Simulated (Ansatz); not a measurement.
## LiNbO3: geometry relaxation (part 2 of 2)

The same run, continued: LiNbO3 (R-3c, 10 atoms in the cell); DFT PBE, scalar-relativistic, plane waves, PAW, no spin polarisation (Ansatz 0.2.0); cutoff 420 eV, 6×6×6 k-mesh, Gaussian smearing of 0.02 eV. The structure derives from an entry of the Crystallography Open Database.

Geometry of the input (Å; fractional positions):
```
2.6449  1.5270  4.6162
-2.6449  1.5270  4.6162
0.0000  -3.0541  4.6162
Li 0.2500  0.2500  0.2500
Li 0.7500  0.7500  0.7500
Nb 0.0000  0.0000  0.0000
Nb 0.5000  0.5000  0.5000
O  0.1436  0.3565  0.7500
O  0.7500  0.1436  0.3565
O  0.3564  0.7500  0.1436
O  0.8565  0.6435  0.2500
O  0.2500  0.8565  0.6435
O  0.6436  0.2500  0.8565
```

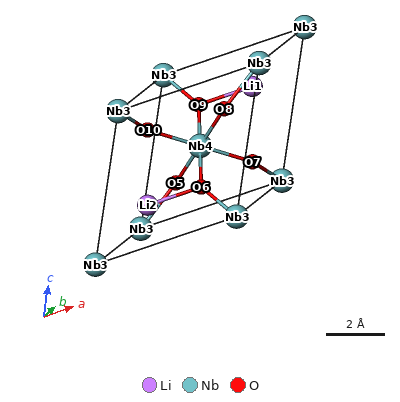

**Figure 1.** The geometry at step 3 of the log (ball-and-stick view of the reduced cell, seen slightly off an axis; atoms are numbered from 1 in the order of the input).

Log, continued
```
relax step   5: F+E_penalty+E_count = -12929.19288590 eV  Δ(F+E_penalty+E_count) = +7.636e-4 eV  max|allowed force component| = 3.797e-3 eV/Å  Δτ_max = 0.0068 Å  P = -0.022 GPa  Ω = 108.805 Å³  energy of the carried Pulay correction = +1.192e-2 eV  (8 SCF iters, accepted)
Initial wavefunctions: pseudopotential atomic-orbital guess (no wavefunctions were taken with the density)
iter 1 solved again at ethr=2.06e-8 eV; its pass at ethr=3.10e-3 eV (dr2=1.40e-5 eV) is discarded
SCF iter   1: F=—  HF=-12929.182541 eV  |F-HF|=—  |Δ(HF+E_count)|=         —  Δρ=2.25e-4  dr2=8.12e-6  ethr=2.06e-8  ⟨swp⟩=3.3  Hψ=9449  notcnv=0
preconditioner: auto → Resta (q_TF=auto, 2.523 Å⁻¹)  ε∞=5.7  [insulator: Δε(μ)=2.502 eV  Ē_g=11.408 eV  σ=0.020 eV  W_gap=1.00  n_scr=26 (ndim 8)  ℏωp=24.7 eV  f_vac=0.011  D(μ)=0.00/eV (n_scr^D=0)  ε∞_Penn≈5.7]
SCF iter   2: F=—  HF=-12929.182553 eV  |F-HF|=—  |Δ(HF+E_count)|=   1.22e-5  Δρ=1.11e-4  dr2=2.97e-6  ethr=1.19e-8  ⟨swp⟩=2.1  Hψ=2166  notcnv=0
SCF iter   3: F=—  HF=-12929.182557 eV  |F-HF|=—  |Δ(HF+E_count)|=   3.80e-6  Δρ=4.99e-5  dr2=3.84e-7  ethr=4.37e-9  ⟨swp⟩=2.7  Hψ=1976  notcnv=0
SCF iter   4: F=—  HF=-12929.182557 eV  |F-HF|=—  |Δ(HF+E_count)|=   8.66e-7  Δρ=3.85e-6  dr2=7.22e-9  ethr=5.65e-10  ⟨swp⟩=2.0  Hψ=2176  notcnv=0
SCF iter   5: F=—  HF=-12929.182557 eV  |F-HF|=—  |Δ(HF+E_count)|=   4.59e-9  Δρ=3.99e-7  dr2=1.56e-10  ethr=1.06e-11  ⟨swp⟩=2.0  Hψ=1986  notcnv=0
SCF iter   6: F=-12929.182557 eV  HF=-12929.182557 eV  |F-HF|=1.82e-12  |Δ(HF+E_count)|=  6.91e-11  Δρ=9.08e-8  dr2=9.99e-12  ethr=1.00e-12  ⟨swp⟩=5.8  Hψ=5707  notcnv=0
SCF 6 converged in 6 iterations: F = -12929.182557 eV  dr2 = 9.99e-12
relax step   6: F+E_penalty+E_count = -12929.18255738 eV  Δ(F+E_penalty+E_count) = +1.033e-2 eV  max|allowed force component| = 3.882e-3 eV/Å  Δτ_max = 0.0000 Å  P = -0.199 GPa  Ω = 108.805 Å³  stress off target by 2.16e-1 GPa  SCF on the basis re-selected at this cell (its energy is not comparable with the rows above)  (6 SCF iters)
basis re-selected at this cell: Δ(F+E_penalty+E_count) = +1.033e-2 eV, ΔP = -0.177 GPa vs the last step (what re-selecting the basis moved, of the pressure what is left beyond the Pulay correction that the steps carried, after the strain that the cell walked since its last selection, with what the two solves' SCF thresholds leave and, on support functions, any second-order correction that the steps lacked; it is no measure of the basis error at this ecutwfc). This SCF's stress stands 2.16e-1 GPa from its target on what of the cell is left free (relax.cell.stress_tol is 5.00e-2 GPa) and its largest allowed force component is 3.88e-3 eV/Å (relax.f_tol is 5.00e-3 eV/Å): not within both, so this SCF does not close the relaxation
Crystal: 10 atoms, lattice volume = 108.639 Å³
iter 1 solved again at ethr=2.20e-7 eV; its pass at ethr=3.10e-3 eV (dr2=1.50e-4 eV) is discarded
SCF iter   1: F=—  HF=-12929.183379 eV  |F-HF|=—  |Δ(HF+E_count)|=         —  Δρ=3.29e-4  dr2=1.33e-4  ethr=2.20e-7  ⟨swp⟩=2.0  Hψ=5697  notcnv=0
preconditioner: auto → Resta (q_TF=auto, 2.523 Å⁻¹)  ε∞=5.7  [insulator: Δε(μ)=2.511 eV  Ē_g=11.418 eV  σ=0.020 eV  W_gap=1.00  n_scr=26 (ndim 8)  ℏωp=24.7 eV  f_vac=0.011  D(μ)=0.00/eV (n_scr^D=0)  ε∞_Penn≈5.7]
SCF iter   2: F=—  HF=-12929.183356 eV  |F-HF|=—  |Δ(HF+E_count)|=   2.32e-5  Δρ=1.61e-4  dr2=2.33e-5  ethr=1.95e-7  ⟨swp⟩=2.0  Hψ=1928  notcnv=0
SCF iter   3: F=—  HF=-12929.183350 eV  |F-HF|=—  |Δ(HF+E_count)|=   5.88e-6  Δρ=8.19e-5  dr2=8.60e-6  ethr=3.42e-8  ⟨swp⟩=2.6  Hψ=2065  notcnv=0
SCF iter   4: F=—  HF=-12929.183348 eV  |F-HF|=—  |Δ(HF+E_count)|=   1.53e-6  Δρ=1.87e-5  dr2=5.76e-7  ethr=1.26e-8  ⟨swp⟩=2.1  Hψ=1993  notcnv=0
SCF iter   5: F=-12929.183348 eV  HF=-12929.183348 eV  |F-HF|=7.00e-10  |Δ(HF+E_count)|=   4.26e-8  Δρ=2.61e-6  dr2=1.20e-8  ethr=1.72e-10  ⟨swp⟩=8.8  Hψ=7907  notcnv=0
SCF 7 converged in 5 iterations: F = -12929.183348 eV  dr2 = 1.20e-8
relax step   7: F+E_penalty+E_count = -12929.18334808 eV  Δ(F+E_penalty+E_count) = -7.907e-4 eV  max|allowed force component| = 1.416e-4 eV/Å  Δτ_max = 0.0020 Å  P = -0.006 GPa  Ω = 108.639 Å³  energy of the carried Pulay correction = +6.562e-4 eV  (5 SCF iters, dr2 threshold 1.17e-7 eV, accepted)
iter 1 solved again at ethr=1.33e-8 eV; its pass at ethr=3.10e-3 eV (dr2=9.03e-6 eV) is discarded
SCF iter   1: F=—  HF=-12929.182777 eV  |F-HF|=—  |Δ(HF+E_count)|=         —  Δρ=1.20e-5  dr2=3.42e-8  ethr=1.33e-8  ⟨swp⟩=3.5  Hψ=9572  notcnv=0
preconditioner: auto → Resta (q_TF=auto, 2.523 Å⁻¹)  ε∞=5.7  [insulator: Δε(μ)=2.507 eV  Ē_g=11.415 eV  σ=0.020 eV  W_gap=1.00  n_scr=26 (ndim 8)  ℏωp=24.7 eV  f_vac=0.011  D(μ)=0.00/eV (n_scr^D=0)  ε∞_Penn≈5.7]
SCF iter   2: F=—  HF=-12929.182777 eV  |F-HF|=—  |Δ(HF+E_count)|=   9.95e-8  Δρ=6.07e-6  dr2=1.48e-8  ethr=5.03e-11  ⟨swp⟩=2.0  Hψ=2470  notcnv=0
SCF iter   3: F=—  HF=-12929.182777 eV  |F-HF|=—  |Δ(HF+E_count)|=   1.08e-8  Δρ=2.80e-6  dr2=3.51e-9  ethr=2.17e-11  ⟨swp⟩=1.9  Hψ=1464  notcnv=0
SCF iter   4: F=—  HF=-12929.182777 eV  |F-HF|=—  |Δ(HF+E_count)|=   3.05e-9  Δρ=4.04e-7  dr2=2.32e-10  ethr=5.16e-12  ⟨swp⟩=2.2  Hψ=2380  notcnv=0
SCF iter   5: F=-12929.182777 eV  HF=-12929.182777 eV  |F-HF|=0.00e0  |Δ(HF+E_count)|=  7.64e-11  Δρ=8.42e-8  dr2=7.39e-12  ethr=1.00e-12  ⟨swp⟩=6.0  Hψ=5640  notcnv=0
SCF 8 converged in 5 iterations: F = -12929.182777 eV  dr2 = 7.39e-12
relax step   8: F+E_penalty+E_count = -12929.18277683 eV  Δ(F+E_penalty+E_count) = +5.712e-4 eV  max|allowed force component| = 1.609e-4 eV/Å  Δτ_max = 0.0000 Å  P = -0.012 GPa  Ω = 108.639 Å³  stress off target by 1.34e-2 GPa  SCF on the basis re-selected at this cell (its energy is not comparable with the rows above)  (5 SCF iters)
basis re-selected at this cell: Δ(F+E_penalty+E_count) = +5.712e-4 eV, ΔP = -0.006 GPa vs the last step (what re-selecting the basis moved, of the pressure what is left beyond the Pulay correction that the steps carried, after the strain that the cell walked since its last selection, with what the two solves' SCF thresholds leave and, on support functions, any second-order correction that the steps lacked; it is no measure of the basis error at this ecutwfc). This SCF's stress stands 1.34e-2 GPa from its target on what of the cell is left free (relax.cell.stress_tol is 5.00e-2 GPa) and its largest allowed force component is 1.61e-4 eV/Å (relax.f_tol is 5.00e-3 eV/Å): within both
SCF converged after 5 iterations
Free energy (F): -12929.182777 eV
Harris-Foulkes:  -12929.182777 eV  (|F-HF|=0.00e0)
Internal energy: -12929.182777 eV  (E = F + TS)
E sigma→0 (E₀):  -12929.182777 eV
Fermi energy:    8.414829 eV
--- Per-component energies (eV) ---
  E_band       = -539.516336
  E_kinetic    = 1882.418193
  E_local      = -4331.932545  (includes V_loc(G=0)·N_el)
  E_nonlocal   = 448.272526
  E_hartree    = 1465.906804
  E_xc         = -817.013073
  E_vxc        = -1020.401251  (∫ρ·V_xc dr)
  E_paw        = -7133.207038  (= ΣΔE_a)
  E_vpaw       = -449.701428  (= ΣTr[D̂ρ^β])
  E_aug_tail   = 0.014547  (compensation charges beyond the density's cutoff)
  E_ewald      = -4443.642191
  E_smearing   = -0.000000  (= −TS)
  E_closure    = -0.000000  (closes the sum)
  Σ components = -12929.182777   (vs F -12929.182777, Δ=0.00e0)
--- Forces (eV/Å), atoms counted from 1 ---
  atom   1  Li     0.00000000     0.00000000     0.00000000
  atom   2  Li    -0.00000000    -0.00000000    -0.00000000
  atom   3  Nb     0.00000000     0.00000000     0.00000000
  atom   4  Nb    -0.00000000     0.00000000    -0.00000000
  atom   5  O      0.00016090     0.00000000    -0.00000000
  atom   6  O     -0.00008045     0.00013934    -0.00000000
  atom   7  O     -0.00008045    -0.00013934     0.00000000
  atom   8  O     -0.00016090     0.00000000     0.00000000
  atom   9  O      0.00008045    -0.00013934     0.00000000
  atom  10  O      0.00008045     0.00013934    -0.00000000
  max |Σ_I F_I| component: 6.36e-18 eV/Å
--- Stress (GPa, compression-positive) ---
       -0.013395      -0.000000      -0.000000
       -0.000000      -0.013395       0.000000
       -0.000000       0.000000      -0.009622
  P = ⅓ Tr σ = -0.0121 GPa (-0.121 kbar)
--- Band table (eV; the first three rows and the last of 32) ---
  k-point 0: bands = ["-47.3231", "-47.3095", "-35.7481", "-35.7464", "-23.5492", "-23.5492", "-23.5299", "-23.3906", "-23.3906", "-23.3494", "-9.8564", "-9.3309", "-9.3309", "-8.1524", "-8.1439", "-8.1439", "2.3324", "2.3324", "2.7008", "2.8407", "2.8407", "3.7338", "4.9273", "4.9273", "5.4942", "5.8431", "6.4068", "6.6849", "6.6849", "6.9118", "6.9118", "6.9593", "6.9593", "7.0903", "9.7157", "9.7157", "9.8838", "11.7807", "11.7807", "12.7312", "14.1594", "14.4721", "14.4721", "17.9447"]
  k-point 1: bands = ["-47.3222", "-47.3104", "-35.7480", "-35.7465", "-23.5396", "-23.5391", "-23.5183", "-23.4021", "-23.4017", "-23.3619", "-9.7523", "-9.2641", "-9.2604", "-8.2676", "-8.2396", "-8.2351", "2.5240", "2.5486", "2.8717", "2.9537", "2.9737", "3.7513", "4.7477", "4.8725", "5.2582", "5.7205", "6.1675", "6.3246", "6.5244", "6.7386", "6.8045", "6.8651", "7.0291", "7.1011", "9.9741", "10.0382", "10.1795", "11.8814", "11.8867", "12.5280", "14.4200", "14.5168", "14.5297", "17.5551"]
  k-point 2: bands = ["-47.3197", "-47.3129", "-35.7477", "-35.7468", "-23.5125", "-23.5110", "-23.4861", "-23.4331", "-23.4317", "-23.3958", "-9.4629", "-9.0823", "-9.0640", "-8.5903", "-8.4705", "-8.4692", "3.0271", "3.0442", "3.2583", "3.3562", "3.4531", "3.8525", "4.3223", "4.5799", "4.6383", "5.2488", "5.3714", "5.4702", "6.4391", "6.7442", "6.8004", "6.8039", "7.0315", "7.0458", "10.5889", "10.6353", "10.8173", "11.8019", "11.8229", "12.0387", "14.6776", "14.9366", "15.3400", "16.8035"]
  k-point 31: bands = ["-47.3163", "-47.3163", "-35.7473", "-35.7473", "-23.4713", "-23.4713", "-23.4713", "-23.4713", "-23.4429", "-23.4429", "-9.0608", "-9.0608", "-8.7739", "-8.7739", "-8.7739", "-8.7739", "3.5241", "3.5241", "3.5241", "3.5241", "3.9890", "3.9890", "4.3396", "4.3396", "4.3396", "4.3396", "4.7827", "4.7827", "6.5668", "6.5668", "6.8637", "6.8637", "6.8637", "6.8637", "11.3080", "11.3080", "11.5621", "11.5621", "11.5621", "11.5621", "15.7111", "15.7111", "15.7111", "15.7111"]
--- Relaxed structure (6 steps of the walk, 5 accepted, 2 SCFs on fresh bases) ---
  F+E_penalty+E_count = -12929.18277683 eV   max|allowed force component| = 1.609e-4 eV/Å   (the final SCF, on the basis selected at the relaxed cell)
  cell:  # Å, volume = 108.6386 Å³
    - [2.6115578418120813, 1.5077836229910848, 4.5982666594696635]
    - [-2.6115578418120813, 1.5077836229910848, 4.5982666594696635]
    - [1.8549944436587907e-33, -3.0155672459323637, 4.598266659485996]
  atoms:
    - { symbol: Li, position: [0.25, 0.25, 0.25000000000000006] }
    - { symbol: Li, position: [0.7499999999999999, 0.7499999999999999, 0.7500000000000001] }
    - { symbol: Nb, position: [6.558749456254968e-20, -6.558749456182057e-20, 3.6459329227560056e-31] }
    - { symbol: Nb, position: [0.5, 0.5, 0.5000000000000001] }
    - { symbol: O, position: [0.13037561823160243, 0.36962438176839746, 0.7500000000000001] }
    - { symbol: O, position: [0.75, 0.13037561823160249, 0.3696243817683976] }
    - { symbol: O, position: [0.3696243817683975, 0.75, 0.1303756182316026] }
    - { symbol: O, position: [0.8696243817683973, 0.6303756182316023, 0.25000000000000006] }
    - { symbol: O, position: [0.2499999999999999, 0.8696243817683974, 0.6303756182316026] }
    - { symbol: O, position: [0.6303756182316024, 0.25, 0.8696243817683977] }
```

Trajectory as extended XYZ (Å, eV, eV/Å), 8 frames, from step=1 to step=8
```
10
Lattice="2.6449 1.5270 4.6162 -2.6449 1.5270 4.6162 0.0000 -3.0541 4.6162" Properties=species:S:1:pos:R:3:forces:R:3 step=1 energy=-12929.11102 pressure_GPa=-1.51
Li    0.0000    0.0000    3.4621    0.0000   0.0000   0.0000
Li    0.0000    0.0000   10.3864    0.0000   0.0000   0.0000
Nb    0.0000    0.0000    0.0000    0.0000   0.0000   0.0000
Nb    0.0000    0.0000    6.9243    0.0000   0.0000   0.0000
O    -0.5631   -1.5270    5.7702   -0.2443   0.0000   0.0000
O     1.6040    0.2759    5.7702    0.1222  -0.2116   0.0000
O    -1.0409    1.2512    5.7702    0.1222   0.2116   0.0000
O     0.5631    1.5270    8.0783    0.2443   0.0000   0.0000
O    -1.6040   -0.2759    8.0783   -0.1222   0.2116   0.0000
O     1.0409   -1.2512    8.0783   -0.1222  -0.2116   0.0000
10
Lattice="2.6422 1.5255 4.5643 -2.6422 1.5255 4.5643 0.0000 -3.0510 4.5643" Properties=species:S:1:pos:R:3:forces:R:3 step=2 energy=-12929.15232 pressure_GPa=-0.51
Li    0.0000    0.0000    3.4232    0.0000   0.0000   0.0000
Li    0.0000    0.0000   10.2697    0.0000   0.0000   0.0000
Nb    0.0000    0.0000    0.0000    0.0000   0.0000   0.0000
Nb    0.0000    0.0000    6.8464    0.0000   0.0000   0.0000
O    -0.5888   -1.5255    5.7054   -0.1608   0.0000   0.0000
O     1.6155    0.2529    5.7054    0.0804  -0.1392   0.0000
O    -1.0267    1.2726    5.7054    0.0804   0.1392   0.0000
O     0.5888    1.5255    7.9875    0.1608   0.0000   0.0000
O    -1.6155   -0.2529    7.9875   -0.0804   0.1392   0.0000
O     1.0267   -1.2726    7.9875   -0.0804  -0.1392   0.0000
10
Lattice="2.6062 1.5047 4.5931 -2.6062 1.5047 4.5931 0.0000 -3.0093 4.5931" Properties=species:S:1:pos:R:3:forces:R:3 step=3 energy=-12929.19365 pressure_GPa=0.99
Li    0.0000    0.0000    3.4448    0.0000   0.0000   0.0000
Li    0.0000    0.0000   10.3345    0.0000   0.0000   0.0000
Nb    0.0000    0.0000    0.0000    0.0000   0.0000   0.0000
Nb    0.0000    0.0000    6.8897    0.0000   0.0000   0.0000
O    -0.6282   -1.5047    5.7414   -0.0021   0.0000   0.0000
O     1.6172    0.2083    5.7414    0.0011  -0.0018   0.0000
O    -0.9890    1.2964    5.7414    0.0011   0.0018   0.0000
O     0.6282    1.5047    8.0380    0.0021   0.0000   0.0000
O    -1.6172   -0.2083    8.0380   -0.0011   0.0018   0.0000
O     0.9890   -1.2964    8.0380   -0.0011  -0.0018   0.0000
10
Lattice="2.6208 1.5131 4.5979 -2.6208 1.5131 4.5979 0.0000 -3.0262 4.5979" Properties=species:S:1:pos:R:3:forces:R:3 step=4 energy=-12929.18147 pressure_GPa=-1.94 accepted=F
Li    0.0000    0.0000    3.4484    0.0000   0.0000   0.0000
Li    0.0000    0.0000   10.3453    0.0000   0.0000   0.0000
Nb    0.0000    0.0000    0.0000    0.0000   0.0000   0.0000
Nb    0.0000    0.0000    6.8969    0.0000   0.0000   0.0000
O    -0.6371   -1.5131    5.7474    0.1370   0.0000   0.0000
O     1.6289    0.2048    5.7474   -0.0685   0.1186   0.0000
O    -0.9918    1.3083    5.7474   -0.0685  -0.1186   0.0000
O     0.6371    1.5131    8.0464   -0.1370   0.0000   0.0000
O    -1.6289   -0.2048    8.0464    0.0685  -0.1186   0.0000
O     0.9918   -1.3083    8.0464    0.0685   0.1186   0.0000
10
Lattice="2.6133 1.5088 4.5993 -2.6133 1.5088 4.5993 0.0000 -3.0175 4.5993" Properties=species:S:1:pos:R:3:forces:R:3 step=5 energy=-12929.19289 pressure_GPa=-0.02
Li    0.0000    0.0000    3.4494    0.0000   0.0000   0.0000
Li    0.0000    0.0000   10.3483    0.0000   0.0000   0.0000
Nb    0.0000    0.0000    0.0000    0.0000   0.0000   0.0000
Nb    0.0000    0.0000    6.8989    0.0000   0.0000   0.0000
O    -0.6232   -1.5088    5.7491   -0.0038   0.0000   0.0000
O     1.6182    0.2147    5.7491    0.0019  -0.0033   0.0000
O    -0.9950    1.2941    5.7491    0.0019   0.0033   0.0000
O     0.6232    1.5088    8.0487    0.0038   0.0000   0.0000
O    -1.6182   -0.2147    8.0487   -0.0019   0.0033   0.0000
O     0.9950   -1.2941    8.0487   -0.0019  -0.0033   0.0000
10
Lattice="2.6133 1.5088 4.5993 -2.6133 1.5088 4.5993 0.0000 -3.0175 4.5993" Properties=species:S:1:pos:R:3:forces:R:3 step=6 energy=-12929.18256 pressure_GPa=-0.20
Li    0.0000    0.0000    3.4494    0.0000   0.0000   0.0000
Li    0.0000    0.0000   10.3483    0.0000   0.0000   0.0000
Nb    0.0000    0.0000    0.0000    0.0000   0.0000   0.0000
Nb    0.0000    0.0000    6.8989    0.0000   0.0000   0.0000
O    -0.6232   -1.5088    5.7491   -0.0039   0.0000   0.0000
O     1.6182    0.2147    5.7491    0.0019  -0.0034   0.0000
O    -0.9950    1.2941    5.7491    0.0019   0.0034   0.0000
O     0.6232    1.5088    8.0487    0.0039   0.0000   0.0000
O    -1.6182   -0.2147    8.0487   -0.0019   0.0034   0.0000
O     0.9950   -1.2941    8.0487   -0.0019  -0.0034   0.0000
10
Lattice="2.6116 1.5078 4.5983 -2.6116 1.5078 4.5983 0.0000 -3.0156 4.5983" Properties=species:S:1:pos:R:3:forces:R:3 step=7 energy=-12929.18335 pressure_GPa=-0.01
Li    0.0000    0.0000    3.4487    0.0000   0.0000   0.0000
Li    0.0000    0.0000   10.3461    0.0000   0.0000   0.0000
Nb    0.0000    0.0000    0.0000    0.0000   0.0000   0.0000
Nb    0.0000    0.0000    6.8974    0.0000   0.0000   0.0000
O    -0.6248   -1.5078    5.7478    0.0001   0.0000   0.0000
O     1.6182    0.2128    5.7478   -0.0001   0.0001   0.0000
O    -0.9934    1.2950    5.7478   -0.0001  -0.0001   0.0000
O     0.6248    1.5078    8.0470   -0.0001   0.0000   0.0000
O    -1.6182   -0.2128    8.0470    0.0001  -0.0001   0.0000
O     0.9934   -1.2950    8.0470    0.0001   0.0001   0.0000
10
Lattice="2.6116 1.5078 4.5983 -2.6116 1.5078 4.5983 0.0000 -3.0156 4.5983" Properties=species:S:1:pos:R:3:forces:R:3 step=8 energy=-12929.18278 pressure_GPa=-0.01
Li    0.0000    0.0000    3.4487    0.0000   0.0000   0.0000
Li    0.0000    0.0000   10.3461    0.0000   0.0000   0.0000
Nb    0.0000    0.0000    0.0000    0.0000   0.0000   0.0000
Nb    0.0000    0.0000    6.8974    0.0000   0.0000   0.0000
O    -0.6248   -1.5078    5.7478    0.0002   0.0000   0.0000
O     1.6182    0.2128    5.7478   -0.0001   0.0001   0.0000
O    -0.9934    1.2950    5.7478   -0.0001  -0.0001   0.0000
O     0.6248    1.5078    8.0470   -0.0002   0.0000   0.0000
O    -1.6182   -0.2128    8.0470    0.0001  -0.0001   0.0000
O     0.9934   -1.2950    8.0470    0.0001   0.0001   0.0000
```

Key numbers

| quantity | value |
| --- | --- |
| outcome | converged |
| space group (tolerance 0.01 Å) | R-3c (167) |
| electrons treated | 68 |
| free energy | −12929.1828 eV |
| Fermi energy | 8.415 eV |
| gap on the k-point mesh | 2.51 eV |
| pressure | −0.01 GPa |
| final volume | 108.64 Å³ |
| largest force (length of the vector) at the end | under 0.001 eV/Å |
| final cell | a = 5.499 Å, b = 5.499 Å, c = 5.499 Å, α = 56.71°, β = 56.71°, γ = 56.71° |
| hardware | 2 threads of AMD EPYC (Zen 3), 32 GiB of memory available, shared host |
| wall time | 36 s (CPU time 70 s) |
| peak memory | 0.54 GiB |
